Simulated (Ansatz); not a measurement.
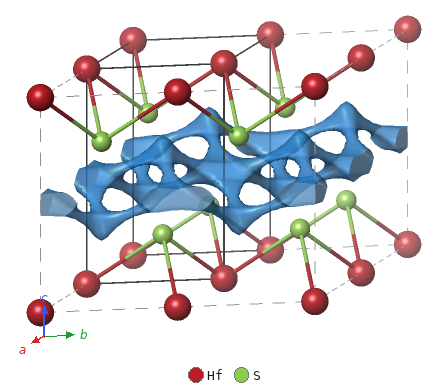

The blue surface encloses the points that the centre of a probe sphere of radius 0.80 Å can occupy in HfS$_{2}$ in space group P-3m1, computed on a grid of about 0.15 Å (2×2×1 cells shown, view slightly off an axis; pale faces close the region where the box cuts it).

Hard-sphere model; covalent radii (Cordero): Hf 1.75 Å, S 1.05 Å.

The cell is taken from the geometry relaxed at fixed volume with DFT PBE+D3(BJ), scalar-relativistic, plane waves, PAW in Ansatz 0.2.0.

```
CELL_PARAMETERS angstrom
3.58673 0.00000 0.00000
-1.79337 3.10620 0.00000
0.00000 0.00000 5.65838
ATOMIC_POSITIONS crystal
Hf 0.00000 0.00000 0.00000
S 0.66667 0.33333 0.74200
S 0.33333 0.66667 0.25800
```

Question: Is the space open to the probe made of pockets or channels?

Answer: Where they connect, they form a two-dimensional network in layers parallel to (001).

Question: What share of the cell can the probe's centre reach?

Answer: About 4.5 % of the volume (2.8 Å³ of 63.0 Å³).

Question: Give the largest included and the largest free sphere.

Answer: The largest sphere that fits anywhere has a diameter of 2.24 Å; the largest that can travel through the crystal, about 1.9 Å.

Question: How does the connectivity change as the probe shrinks?

Answer: Below a radius of about 0.94 Å the space forms a two-dimensional network in layers parallel to (001). Below a radius of about 0.14 Å the space forms a three-dimensional network. These are grid estimates, good to about 0.05 Å.
